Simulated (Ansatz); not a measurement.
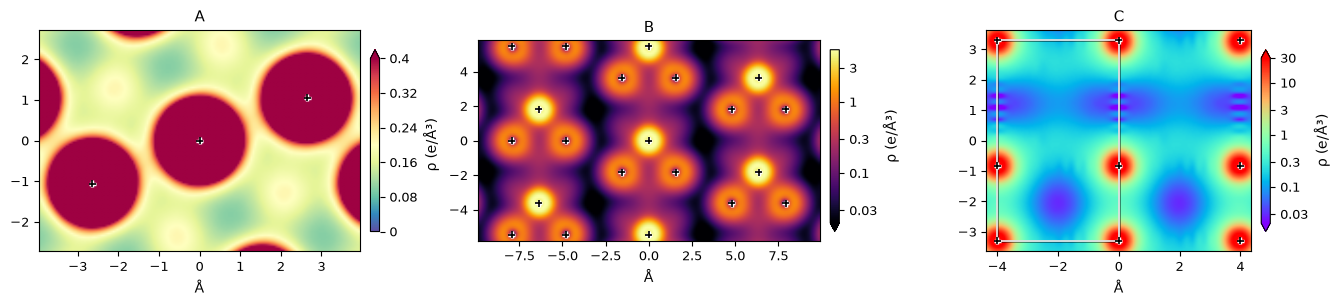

The valence electron density of 3 systems, each on a plane through atoms (crosses mark nuclei in the plane).

Theory: DFT PBEsol, scalar-relativistic, plane waves, PAW (Ansatz 0.2.0).

System 1: WS2, the (110) plane of the conventional cell. Space group R3m.

```
W S
1.0
     3.14761    0.00000    0.00000
    -1.57380    2.72591    0.00000
     0.00000    0.00000   19.11139
W S
3 6
Direct
  0.66667 0.33333 0.33266
  0.33333 0.66667 0.66600
  0.00000 0.00000 0.99933
  0.66667 0.33333 0.08130
  0.33333 0.66667 0.41463
  0.00000 0.00000 0.74796
  0.33333 0.66667 0.25068
  0.00000 0.00000 0.58401
  0.66667 0.33333 0.91734
```

System 2: Ge, the (100) plane of the conventional cell. Space group P6₃/mmc; a structure from a database of computed crystals, not necessarily the ambient phase.

```xyz
4
Lattice="3.9986 0.0000 0.0000 -1.9993 3.4629 0.0000 0.0000 0.0000 6.5921" Properties=species:S:1:pos:R:3 pbc="T T T"
Ge    1.9993    1.1543    0.4138
Ge    0.0000    2.3086    3.7099
Ge    1.9993    1.1543    2.8822
Ge    0.0000    2.3086    6.1782
```

System 3: Ag, the (11̄0) plane of the conventional cell. Space group P-1; a structure from a database of computed crystals, not necessarily the ambient phase; changed on purpose from its base cell (strain -0.0400 x Voigt [0, 0, 0, 0, 0, 1], atoms carried along); computed without spin polarisation.

Which map belongs to which system?

Panel A is system 3, Ag: the plane holds Ag. Ag–Ag (2.85 Å): ρ is about 0.23 e/Å³ halfway. Panel B is system 1, WS2: the plane holds W and S. W–S (2.40 Å): the density is about 0.64 e/Å³ at the midpoint. Panel C is system 2, Ge: the plane holds Ge. Ge–Ge (2.47 Å): ρ at the midpoint is about 0.49 e/Å³.
